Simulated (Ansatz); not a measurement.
## Run report: TiO$_{2}$, geometry relaxation (part 1 of 2)

- system: TiO$_{2}$ (P4₂/mnm, 6 atoms in the cell)
- method: DFT r2SCAN, scalar-relativistic, plane waves, PAW, no spin polarisation (Ansatz 0.2.0)

The structure derives from a Materials Project entry. Figures and captions count atoms from 1; the log counts them from 0 in places.

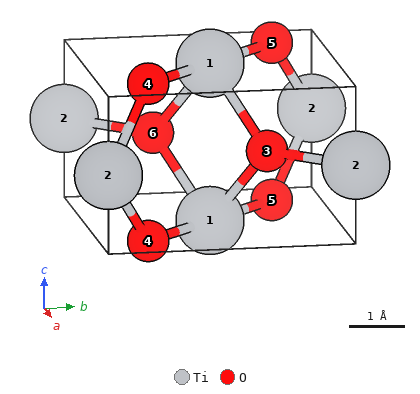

The starting structure (ball-and-stick view of the cell of the calculation, seen slightly off an axis; atoms are numbered from 1 in the order of the input). An atom can appear more than once, as a periodic image. Near neighbours in the periodic cell (some may lie outside the picture): Ti has 6 O at 1.95 to 1.98 Å; O has 3 Ti at 1.95 to 1.98 Å.

**Key numbers**

```tsv
quantity	value
outcome	converged
space group (tolerance 0.01 Å)	P4₂/mnm (136)
electrons treated	48
free energy	−7292.5780 eV
Fermi energy	9.919 eV
gap on the k-point mesh	2.22 eV
pressure	0.00 GPa
final volume	62.41 Å³
largest force (length of the vector) at the end	0.004 eV/Å
final cell	a = 4.596 Å, b = 4.596 Å, c = 2.954 Å, α = 90.00°, β = 90.00°, γ = 90.00°
hardware	2 threads of Arm Neoverse V1, 24 GiB of memory available, shared host
wall time	38 s (CPU time 74 s)
peak memory	0.56 GiB
```

**Input**
```yaml
crystal:
  lattice:
    - [4.5998373239, 0.0, 0.0]
    - [0.0, 4.5998373239, 0.0]
    - [0.0, 0.0, 2.95921356]
  atoms:
    - { symbol: Ti, position: [0.5, 0.5, 0.0] }
    - { symbol: Ti, position: [0.0, 0.0, 0.5] }
    - { symbol: O, position: [0.69567868, 0.69567868, 0.5] }
    - { symbol: O, position: [0.80432132, 0.19567868, 0.0] }
    - { symbol: O, position: [0.19567868, 0.80432132, 0.0] }
    - { symbol: O, position: [0.30432132, 0.30432132, 0.5] }
basis:
  ecutwfc: 500
kpoints:
  mp_grid: { grid: [6, 6, 10] }
hamiltonian:
  xc: r2scan
scf:
  occupations: { method: gaussian, width: 0.02 }
output:
  forces: true
  stress: true
  eigenvalues: true
relax:
  adjacent_minimum: "off"
  f_tol: 0.005
  max_steps: 80
  cell: { stress_tol: 0.05 }
```

Command:
```bash
ansatz run input.yaml --threads 2 --pin off --max-ram 5120MiB --backend cpu --events-out ev --progress --plain --runs-dir out
```

**Output**
```
Engine: ansatz 0.2.0, aarch64-unknown-linux-gnu
Pseudopotentials: kind: paw
Pseudopotential: Ti, paw, valence charge 12, recommended cutoff 500 eV (meta_gga), Ti.paw.azcp
Pseudopotential: O, paw, valence charge 6, recommended cutoff 500 eV (meta_gga), O.paw.azcp
Functional definition: r2SCAN
  parameter k0 = 0.174
  parameter k1 = 0.065
  parameter a1 = 4.9479
  exchange = r2scan_x(k0 = k0, k1 = k1, a1 = a1)
  correlation = r2scan_c
Crystal: 6 atoms, lattice volume = 62.613 Å³
Basis set: ecut = 500 eV, 1559 PW (Γ), exchange–correlation on 144×144×96 points (64 copies of the dense FFT grid, shifted against one another)
Bands: 30, of which v1, the nominal top of the filled ones, is band 24 counted from 1 (23 counted from 0)
Symmetry: 16 space group operations
Space group: P42/mnm (ITA 136), of the structure as read, at distance tolerance 4.0e-5 Å
k-points: 60 of 360
Non-local potential: Ti, projectors of the file, l = 0: 3, l = 1: 2, l = 2: 3, l = 3: 1
Non-local potential: O, projectors of the file, l = 0: 2, l = 1: 2, l = 2: 1
PAW form: soft (Blöchl's): semilocal exchange-correlation on the pseudo side does not see the compensation charge
PAW frozen core: Ti, regenerated for the run's functional (the file was generated under x = pbe(κ = 0.804, μ = 0.2195149727645171), c = pbe(β = 0.06672455060314922))
PAW frozen core: O, regenerated for the run's functional (the file was generated under x = pbe(κ = 0.804, μ = 0.2195149727645171), c = pbe(β = 0.06672455060314922))
PAW one-centre angular grid: Ti, 590 points (default); XC on 160 Gauss nodes
PAW one-centre angular grid: O, 302 points (default); XC on 160 Gauss nodes
Initial density: superposition of atomic densities (neutral atoms: chi_scale 0, normalization atom), corrected by the library's trained network
Initial wavefunctions: pseudopotential atomic-orbital guess
Functional: x = r2scan, c = r2scan; τ floored in thin density (d = 2e-4 eV/Å³)
SCF iter   1: F=—  HF=-7292.563719 eV  |F-HF|=—  |Δ(HF+E_count)|=         —  Δρ=2.75e-2  dr2=5.56e-1  dr2_τ=3.83e-1  ethr=1.77e-3  ⟨swp⟩=5.9  Hψ=7421  notcnv=0
preconditioner: auto → Resta (q_TF=auto, 2.610 Å⁻¹)  ε∞=7.3  [insulator: Δε(μ)=2.716 eV  Ē_g=10.536 eV  σ=0.020 eV  W_gap=1.00  n_scr=18 (ndim 8)  ℏωp=26.5 eV  f_vac=0.017  D(μ)=0.00/eV (n_scr^D=0)  ε∞_Penn≈7.3]
SCF iter   2: F=—  HF=-7292.582896 eV  |F-HF|=—  |Δ(HF+E_count)|=   1.92e-2  Δρ=1.23e-2  dr2=4.58e-2  dr2_τ=2.86e-2  ethr=1.16e-3  ⟨swp⟩=3.0  Hψ=3949  notcnv=0  defer=91
SCF iter   3: F=—  HF=-7292.577215 eV  |F-HF|=—  |Δ(HF+E_count)|=   5.68e-3  Δρ=4.04e-3  dr2=6.17e-3  dr2_τ=5.40e-4  ethr=9.54e-5  ⟨swp⟩=2.0  Hψ=2938  notcnv=0  defer=91
SCF iter   4: F=—  HF=-7292.576985 eV  |F-HF|=—  |Δ(HF+E_count)|=   2.30e-4  Δρ=1.17e-3  dr2=4.31e-4  dr2_τ=1.07e-4  ethr=1.29e-5  ⟨swp⟩=2.0  Hψ=2688  notcnv=0  defer=91
SCF iter   5: F=—  HF=-7292.577055 eV  |F-HF|=—  |Δ(HF+E_count)|=   7.06e-5  Δρ=1.86e-4  dr2=2.43e-5  dr2_τ=1.53e-6  ethr=8.98e-7  ⟨swp⟩=2.1  Hψ=2778  notcnv=0  defer=91
SCF iter   6: F=—  HF=-7292.577060 eV  |F-HF|=—  |Δ(HF+E_count)|=   4.17e-6  Δρ=5.16e-5  dr2=2.26e-6  dr2_τ=1.15e-7  ethr=5.07e-8  ⟨swp⟩=2.0  Hψ=3162  notcnv=0  defer=91
SCF iter   7: F=—  HF=-7292.577060 eV  |F-HF|=—  |Δ(HF+E_count)|=   2.14e-8  Δρ=2.19e-5  dr2=3.52e-7  dr2_τ=1.71e-8  ethr=4.71e-9  ⟨swp⟩=2.1  Hψ=2490  notcnv=0  defer=91
SCF iter   8: F=-7292.577060 eV  HF=-7292.577060 eV  |F-HF|=3.26e-9  |Δ(HF+E_count)|=   3.05e-8  Δρ=2.89e-6  dr2=5.94e-9  dr2_τ=9.28e-11  ethr=2.08e-10  ⟨swp⟩=8.7  Hψ=7007  notcnv=0
SCF 1 converged in 8 iterations: F = -7292.577060 eV  dr2 = 5.94e-9
  greatest PAW one-centre occupation: 1.000 electrons in one spin orbital (limit 2), on the Ti atom at site 1 (counted from 0), in its partial waves of l = 0
relax step   1: F+E_penalty+E_count = -7292.57705957 eV  Δ(F+E_penalty+E_count) = +0.000e0 eV  max|allowed force component| = 3.947e-2 eV/Å  Δτ_max = 0.0000 Å  P = -0.953 GPa  Ω = 62.613 Å³  (8 SCF iters, dr2 threshold 1.00e-7 eV, accepted)
Crystal: 6 atoms, lattice volume = 62.446 Å³
Initial density: handed on by an earlier stage of this run
Initial wavefunctions: those handed on with the density
iter 1 solved again at ethr=3.12e-7 eV; its pass at ethr=3.10e-3 eV (dr2=1.50e-4 eV) is discarded
SCF iter   1: F=—  HF=-7292.577698 eV  |F-HF|=—  |Δ(HF+E_count)|=         —  Δρ=4.77e-4  dr2=1.28e-4  dr2_τ=4.42e-4  ethr=3.12e-7  ⟨swp⟩=2.0  Hψ=9780  notcnv=0
preconditioner: auto → Resta (q_TF=auto, 2.611 Å⁻¹)  ε∞=7.9  [insulator: Δε(μ)=2.212 eV  Ē_g=10.098 eV  σ=0.020 eV  W_gap=1.00  n_scr=18 (ndim 8)  ℏωp=26.6 eV  f_vac=0.019  D(μ)=0.00/eV (n_scr^D=0)  ε∞_Penn≈7.9]
SCF iter   2: F=—  HF=-7292.577936 eV  |F-HF|=—  |Δ(HF+E_count)|=   2.37e-4  Δρ=1.90e-4  dr2=2.86e-5  dr2_τ=3.20e-6  ethr=2.66e-7  ⟨swp⟩=2.0  Hψ=2760  notcnv=0
SCF iter   3: F=—  HF=-7292.577932 eV  |F-HF|=—  |Δ(HF+E_count)|=   4.14e-6  Δρ=9.94e-5  dr2=8.30e-6  dr2_τ=4.37e-7  ethr=5.96e-8  ⟨swp⟩=2.6  Hψ=2619  notcnv=0
SCF iter   4: F=—  HF=-7292.577930 eV  |F-HF|=—  |Δ(HF+E_count)|=   1.57e-6  Δρ=3.56e-5  dr2=8.48e-7  dr2_τ=5.33e-8  ethr=1.73e-8  ⟨swp⟩=2.0  Hψ=2760  notcnv=0
SCF iter   5: F=-7292.577930 eV  HF=-7292.577930 eV  |F-HF|=7.03e-8  |Δ(HF+E_count)|=   2.49e-8  Δρ=1.42e-5  dr2=1.21e-7  dr2_τ=1.10e-8  ethr=1.25e-9  ⟨swp⟩=5.0  Hψ=6714  notcnv=0
SCF 2 converged in 5 iterations: F = -7292.577930 eV  dr2 = 1.21e-7
relax step   2: F+E_penalty+E_count = -7292.57792989 eV  Δ(F+E_penalty+E_count) = -8.703e-4 eV  max|allowed force component| = 1.966e-2 eV/Å  Δτ_max = 0.0007 Å  P = -0.251 GPa  Ω = 62.446 Å³  energy of the carried Pulay correction = +1.110e-4 eV  (5 SCF iters, dr2 threshold 6.00e-7 eV, accepted)
Crystal: 6 atoms, lattice volume = 62.389 Å³
iter 1 solved again at ethr=7.29e-8 eV; its pass at ethr=3.10e-3 eV (dr2=3.50e-5 eV) is discarded
SCF iter   1: F=—  HF=-7292.578061 eV  |F-HF|=—  |Δ(HF+E_count)|=         —  Δρ=2.29e-4  dr2=3.33e-5  dr2_τ=1.31e-4  ethr=7.29e-8  ⟨swp⟩=2.0  Hψ=9586  notcnv=0
preconditioner: auto → Resta (q_TF=auto, 2.612 Å⁻¹)  ε∞=7.9  [insulator: Δε(μ)=2.217 eV  Ē_g=10.104 eV  σ=0.020 eV  W_gap=1.00  n_scr=18 (ndim 8)  ℏωp=26.6 eV  f_vac=0.020  D(μ)=0.00/eV (n_scr^D=0)  ε∞_Penn≈7.9]
SCF iter   2: F=—  HF=-7292.578093 eV  |F-HF|=—  |Δ(HF+E_count)|=   3.28e-5  Δρ=1.18e-4  dr2=1.07e-5  dr2_τ=3.61e-7  ethr=6.93e-8  ⟨swp⟩=2.5  Hψ=3088  notcnv=0
SCF iter   3: F=—  HF=-7292.578090 eV  |F-HF|=—  |Δ(HF+E_count)|=   2.95e-6  Δρ=6.05e-5  dr2=2.16e-6  dr2_τ=3.08e-7  ethr=2.23e-8  ⟨swp⟩=2.0  Hψ=2722  notcnv=0
SCF iter   4: F=-7292.578090 eV  HF=-7292.578090 eV  |F-HF|=1.21e-7  |Δ(HF+E_count)|=   2.55e-7  Δρ=2.60e-5  dr2=3.66e-7  dr2_τ=2.65e-8  ethr=1.24e-9  ⟨swp⟩=5.9  Hψ=7341  notcnv=0
SCF 3 converged in 4 iterations: F = -7292.578090 eV  dr2 = 3.66e-7
relax step   3: F+E_penalty+E_count = -7292.57808996 eV  Δ(F+E_penalty+E_count) = -1.601e-4 eV  max|allowed force component| = 7.622e-3 eV/Å  Δτ_max = 0.0006 Å  P = +0.037 GPa  Ω = 62.389 Å³  energy of the carried Pulay correction = +1.492e-4 eV  (4 SCF iters, dr2 threshold 5.93e-7 eV, accepted)
Crystal: 6 atoms, lattice volume = 62.411 Å³
iter 1 solved again at ethr=3.16e-8 eV; its pass at ethr=3.10e-3 eV (dr2=1.52e-5 eV) is discarded
SCF iter   1: F=—  HF=-7292.578092 eV  |F-HF|=—  |Δ(HF+E_count)|=         —  Δρ=1.57e-4  dr2=1.61e-5  dr2_τ=1.16e-4  ethr=3.16e-8  ⟨swp⟩=2.5  Hψ=9235  notcnv=0
preconditioner: auto → Resta (q_TF=auto, 2.611 Å⁻¹)  ε∞=7.9  [insulator: Δε(μ)=2.219 eV  Ē_g=10.102 eV  σ=0.020 eV  W_gap=1.00  n_scr=18 (ndim 8)  ℏωp=26.6 eV  f_vac=0.020  D(μ)=0.00/eV (n_scr^D=0)  ε∞_Penn≈7.9]
SCF iter   2: F=—  HF=-7292.578100 eV  |F-HF|=—  |Δ(HF+E_count)|=   8.24e-6  Δρ=8.45e-5  dr2=4.55e-6  dr2_τ=4.33e-7  ethr=3.16e-8  ⟨swp⟩=2.2  Hψ=2828  notcnv=0
SCF iter   3: F=—  HF=-7292.578093 eV  |F-HF|=—  |Δ(HF+E_count)|=   6.86e-6  Δρ=4.67e-5  dr2=1.53e-6  dr2_τ=1.50e-7  ethr=9.48e-9  ⟨swp⟩=2.5  Hψ=2923  notcnv=0
SCF iter   4: F=—  HF=-7292.578093 eV  |F-HF|=—  |Δ(HF+E_count)|=   2.02e-7  Δρ=1.23e-5  dr2=4.55e-8  dr2_τ=4.45e-9  ethr=3.19e-9  ⟨swp⟩=2.0  Hψ=2714  notcnv=0
SCF iter   5: F=-7292.578093 eV  HF=-7292.578093 eV  |F-HF|=2.81e-9  |Δ(HF+E_count)|=   2.56e-8  Δρ=2.96e-6  dr2=6.59e-9  dr2_τ=8.40e-10  ethr=2.74e-11  ⟨swp⟩=4.5  Hψ=5891  notcnv=0
SCF 4 converged in 5 iterations: F = -7292.578093 eV  dr2 = 6.59e-9
relax step   4: F+E_penalty+E_count = -7292.57809332 eV  Δ(F+E_penalty+E_count) = -3.357e-6 eV  max|allowed force component| = 2.582e-3 eV/Å  Δτ_max = 0.0008 Å  P = -0.001 GPa  Ω = 62.411 Å³  energy of the carried Pulay correction = +1.345e-4 eV  (5 SCF iters, dr2 threshold 1.32e-8 eV, accepted)
Initial wavefunctions: pseudopotential atomic-orbital guess (no wavefunctions were taken with the density)
iter 1 solved again at ethr=1.03e-8 eV; its pass at ethr=3.10e-3 eV (dr2=4.96e-6 eV) is discarded
SCF iter   1: F=—  HF=-7292.577951 eV  |F-HF|=—  |Δ(HF+E_count)|=         —  Δρ=1.16e-5  dr2=1.36e-8  dr2_τ=4.42e-8  ethr=1.03e-8  ⟨swp⟩=3.0  Hψ=12255  notcnv=0
preconditioner: auto → Resta (q_TF=auto, 2.611 Å⁻¹)  ε∞=7.9  [insulator: Δε(μ)=2.220 eV  Ē_g=10.103 eV  σ=0.020 eV  W_gap=1.00  n_scr=18 (ndim 8)  ℏωp=26.6 eV  f_vac=0.020  D(μ)=0.00/eV (n_scr^D=0)  ε∞_Penn≈7.9]
SCF iter   2: F=—  HF=-7292.577952 eV  |F-HF|=—  |Δ(HF+E_count)|=   5.58e-7  Δρ=6.23e-6  dr2=3.97e-9  dr2_τ=3.13e-9  ethr=2.83e-11  ⟨swp⟩=2.0  Hψ=2871  notcnv=0
SCF iter   3: F=—  HF=-7292.577952 eV  |F-HF|=—  |Δ(HF+E_count)|=   4.80e-9  Δρ=2.17e-6  dr2=2.55e-9  dr2_τ=3.88e-10  ethr=8.26e-12  ⟨swp⟩=2.0  Hψ=2742  notcnv=0
SCF iter   4: F=—  HF=-7292.577952 eV  |F-HF|=—  |Δ(HF+E_count)|=  2.62e-10  Δρ=4.16e-7  dr2=1.16e-10  dr2_τ=7.63e-12  ethr=5.30e-12  ⟨swp⟩=2.4  Hψ=2617  notcnv=0
SCF iter   5: F=-7292.577952 eV  HF=-7292.577952 eV  |F-HF|=4.55e-12  |Δ(HF+E_count)|=  2.27e-11  Δρ=1.49e-7  dr2=1.27e-11  dr2_τ=1.53e-12  ethr=1.00e-12  ⟨swp⟩=4.0  Hψ=5771  notcnv=0
SCF 5 converged in 5 iterations: F = -7292.577952 eV  dr2 = 1.27e-11
relax step   5: F+E_penalty+E_count = -7292.57795166 eV  Δ(F+E_penalty+E_count) = +1.417e-4 eV  max|allowed force component| = 2.616e-3 eV/Å  Δτ_max = 0.0000 Å  P = +0.000 GPa  Ω = 62.411 Å³  stress off target by 3.53e-2 GPa  SCF on the basis re-selected at this cell (its energy is not comparable with the rows above)  (5 SCF iters)
```

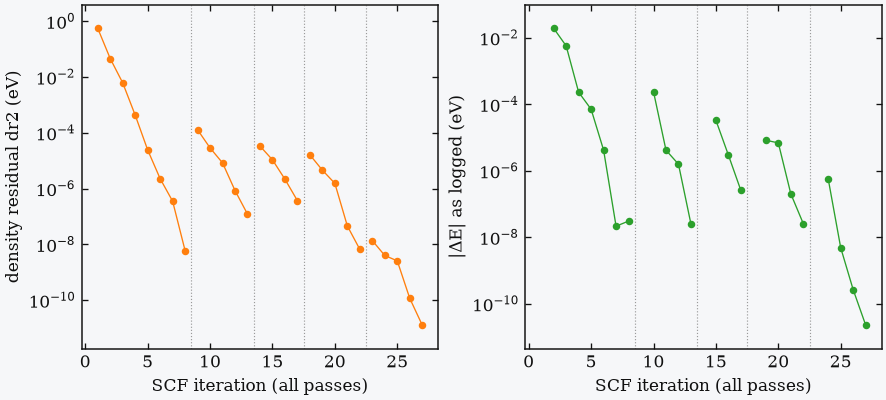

Convergence of the self-consistent field: density residual dr2 and size of the energy change against the SCF iteration. The dotted lines part the SCF passes of the relaxation: geometry steps, rejected trials and re-solves on a re-selected basis. The 5 passes take 4 to 8 iterations each, 27 in all.
